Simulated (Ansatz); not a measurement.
A series of calculations on H8CO6

## 1. Relaxation

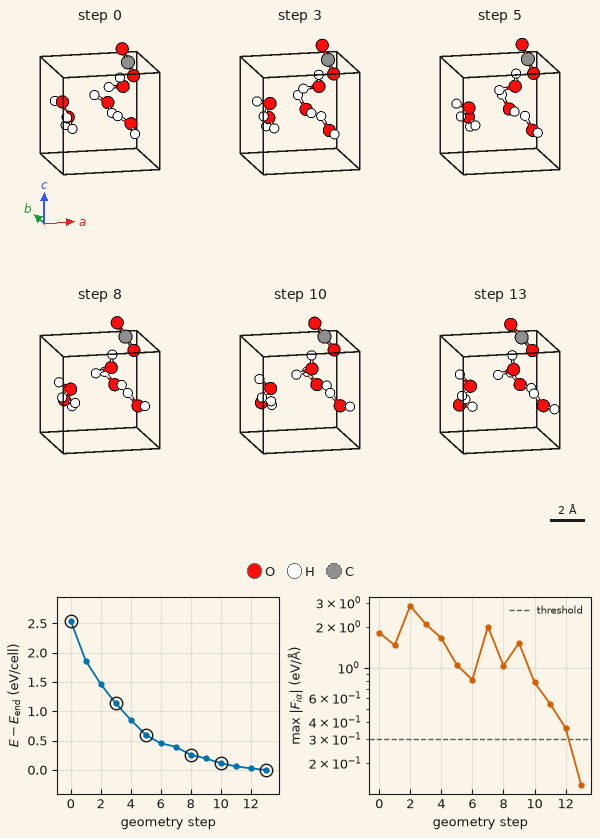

Frames of a relaxation of an amorphous cell of composition H₈CO₆, marked on the history of the run. Style: ball-and-stick. Shown: the cell of the calculation, slightly off an axis.

The cell holds 4 H2O + 1 CO2. The run prepares the start of a later molecular dynamics calculation, from a guessed geometry.

All numbers below come from DFT r2SCAN, scalar-relativistic, plane waves, PAW (Ansatz).

Input
```yaml
accuracy: low
crystal:
  lattice:
    - [5.892531, 0.0, 0.0]
    - [0.0, 5.892531, 0.0]
    - [0.0, 0.0, 5.892531]
  atoms:
    - { symbol: O, position: [0.0736569, 0.3445735, 0.6719098] }
    - { symbol: H, position: [0.0334417, 0.5024143, 0.6498402] }
    - { symbol: H, position: [0.1076, 0.2906269, 0.5203985] }
    - { symbol: O, position: [0.2253527, 0.7286338, 0.4223888] }
    - { symbol: H, position: [0.2290091, 0.8519281, 0.3137463] }
    - { symbol: H, position: [0.2367898, 0.5934746, 0.329549] }
    - { symbol: O, position: [0.7147627, 0.0537818, 0.4763409] }
    - { symbol: H, position: [0.7205983, -0.0924085, 0.401425] }
    - { symbol: H, position: [0.5748978, 0.0487353, 0.5625407] }
    - { symbol: O, position: [0.6994565, 0.333402, 0.8018048] }
    - { symbol: H, position: [0.6424184, 0.2320862, 0.9179935] }
    - { symbol: H, position: [0.5763116, 0.439567, 0.777672] }
    - { symbol: C, position: [0.8371989, 0.698907, 0.9635862] }
    - { symbol: O, position: [0.7574896, 0.6126385, 1.125495] }
    - { symbol: O, position: [0.9169082, 0.7851756, 0.8016774] }
basis:
  ecutwfc: 500.0
kpoints:
  mp_grid: { grid: [1, 1, 1] }
hamiltonian:
  xc: r2scan
scf:
  occupations: { method: fermi_dirac, width: 0.05 }
  lower_state_search: "off"
relax:
  f_tol: 0.3
  max_steps: 15
  adjacent_minimum: "off"
```

Run as
```bash
ansatz run input.yaml --threads 1 --pin off --max-ram 3072MiB --backend cpu --events-out ev --progress --plain --runs-dir out
```

### Describe the path.

The largest move is that of H8, 1.35 Å along [3 1 0]. By element the largest moves are H 1.35 Å, O 0.99 Å, C 0.48 Å. The cell doesn't change. Among the contacts that change: O1–H3 0.969 → 0.999 Å, C13–O14 1.179 → 1.159 Å, O4–H6 0.969 → 0.985 Å, O10–H12 0.969 → 0.979 Å. Bond angles that change, for instance: H8–O7–H9 104.0° → 108.2°. Over 13 geometry steps the energy falls by 2.547 eV per cell of the calculation. Largest force component: 1.8 eV/Å at the start, 0.14 eV/Å at the end. From step 0 to 3: O1 moves most (0.50 Å), energy −1.409 eV per cell of the calculation. From step 3 to 5: H atoms move most (0.38 Å), energy −0.536 eV per cell of the calculation. From step 5 to 8: H8 moves most (0.58 Å), energy −0.343 eV per cell of the calculation. From step 8 to 10: H8 moves most (0.36 Å), energy −0.142 eV per cell of the calculation. From step 10 to 13: H6 moves most (0.41 Å), energy −0.117 eV per cell of the calculation.

Limits of the set-up: the program's low-accuracy preset was used; the periodic images lie only 5.9 Å apart, so the values are limited by the cell's size.

## 2. Dynamics

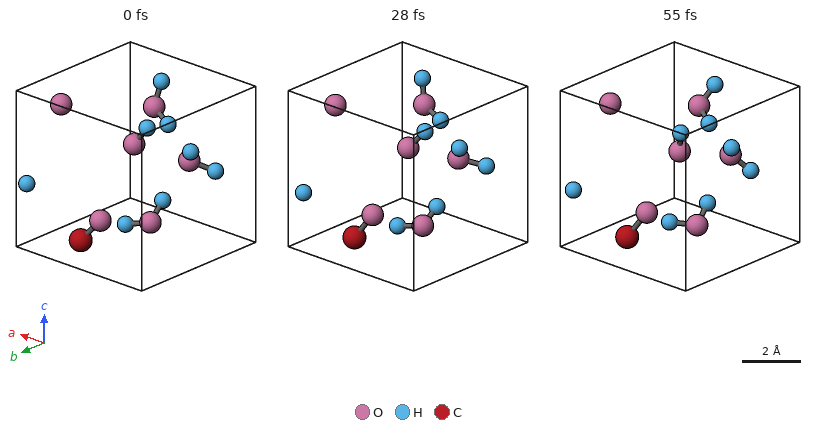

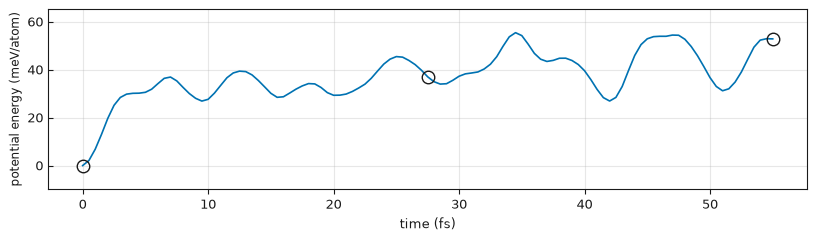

A Born-Oppenheimer molecular dynamics run of a periodic cell with 4 H2O + 1 CO2 at 0.942 g/cm³, 55 fs long. Frames and the history of the run. A ball-and-stick model of the simulation cell, seen from a free direction.

Level of theory: DFT r2SCAN, scalar-relativistic, plane waves, PAW in Ansatz. Set-up: plane-wave cutoff 500 eV; k-point mesh 1 × 1 × 1; Fermi-Dirac smearing 0.05 eV; low-accuracy preset; Langevin thermostat (NVT); set temperature 500 K; time step 0.5 fs; friction 0.02 per fs.

Input
```yaml
accuracy: low
crystal:
  lattice:
    - [5.892531, 0.0, 0.0]
    - [0.0, 5.892531, 0.0]
    - [0.0, 0.0, 5.892531]
  atoms:
    - { symbol: O, position: [0.16838198, 0.39662095, 0.59985017] }
    - { symbol: H, position: [0.07950334, 0.48249659, 0.70791642] }
    - { symbol: H, position: [0.05640357, 0.28984013, 0.53067901] }
    - { symbol: O, position: [0.14331289, 0.7652617, 0.32608378] }
    - { symbol: H, position: [0.29190372, 0.82143237, 0.28963573] }
    - { symbol: H, position: [0.17117171, 0.62709546, 0.41605471] }
    - { symbol: O, position: [0.85931766, 0.12167237, 0.42273778] }
    - { symbol: H, position: [0.93877947, -0.02377223, 0.41410046] }
    - { symbol: H, position: [0.75889363, 0.1179942, 0.55398996] }
    - { symbol: O, position: [0.58048172, 0.25193989, 0.78310821] }
    - { symbol: H, position: [0.55839949, 0.21294968, 0.93969683] }
    - { symbol: H, position: [0.43063045, 0.29465824, 0.7256421] }
    - { symbol: C, position: [0.77024821, 0.68784895, 1.009587] }
    - { symbol: O, position: [0.64733051, 0.65056725, 1.15860196] }
    - { symbol: O, position: [0.89113385, 0.72693053, 0.85868397] }
basis:
  ecutwfc: 500.0
kpoints:
  mp_grid: { grid: [1, 1, 1] }
hamiltonian:
  xc: r2scan
scf:
  occupations: { method: fermi_dirac, width: 0.05 }
  lower_state_search: "off"
md:
  timestep: 0.5
  n_steps: 110
  ensemble: nvt_langevin
  temperature: 500.0
  initial_velocities: maxwell_boltzmann
  seed: 812653
  friction: 0.02
```

Command:
```bash
ansatz run input.yaml --threads 1 --pin off --max-ram 3072MiB --backend cpu --events-out ev --progress --plain --runs-dir out
```

**What do the frames and curves show?**

In the second half of the run the atoms are, in the root-mean-square, this far from where they began (common drift taken out): H 0.28 Å, O 0.21 Å, C 0.18 Å. The heavy atoms stay within a fraction of a molecule's size of their starting places; so short a run doesn't tell a liquid from a solid. The mean temperature in the second half is 483 K (standard deviation 66 K). The potential energy in the second half lies on average 43.0 meV per atom above the first frame.

Limits of the set-up: the program's low-accuracy preset was used; the periodic images lie only 5.9 Å apart, so the values are limited by the cell's size.

## 3. Dynamics

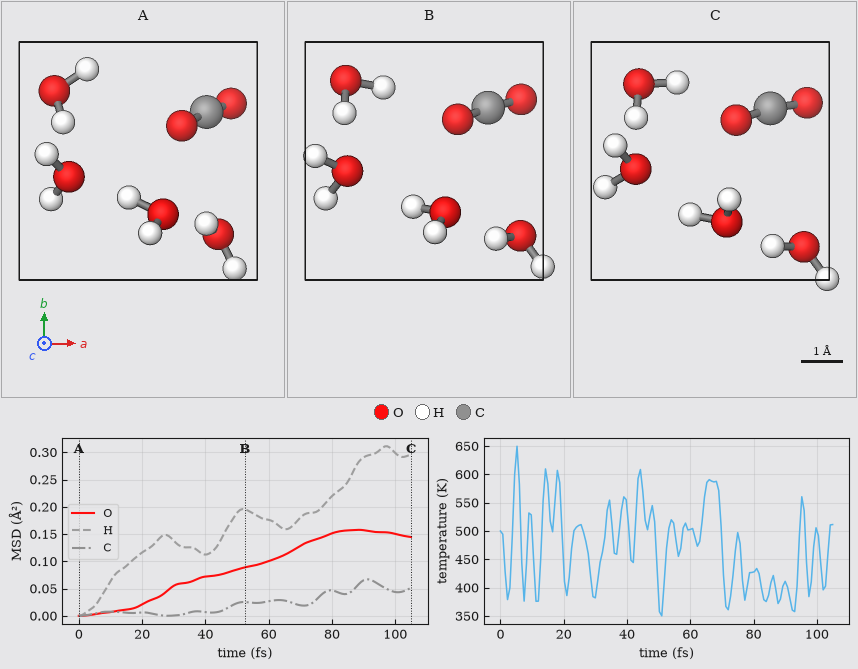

Molecular dynamics of a periodic cell with 4 H2O + 1 CO2 at 0.942 g/cm³, 105 fs long. It starts from the last geometry of an earlier run, with fresh velocities. Frames (A at 0 fs, B at 52 fs, C at 105 fs) and the history of the run. Style: ball-and-stick. Shown: the simulation cell, along the c axis.

Theory: DFT r2SCAN, scalar-relativistic, plane waves, PAW in Ansatz. Set-up: plane-wave cutoff 500 eV; k-point mesh 1 × 1 × 1; Fermi-Dirac smearing 0.05 eV; low-accuracy preset; constant energy (NVE); velocities drawn for 500 K; time step 0.75 fs.

Question: Describe the run.

Answer: The mean temperature in the second half is 457 K (standard deviation 65 K). The potential energy in the second half lies on average 6.0 meV per atom above the first frame. Root-mean-square distances from the starting positions over the second half, with the common drift of all atoms taken out: H 0.48 Å, O 0.37 Å, C 0.20 Å. The heavy atoms stay within a fraction of a molecule's size of their starting places; so short a run doesn't tell a liquid from a solid.

Limits of the set-up: the program's low-accuracy preset was used; the periodic images lie only 5.9 Å apart, so the values are limited by the cell's size.

The run took 16 min on 1 thread of Arm Neoverse V2, on a shared host, peak memory 0.55 GiB.
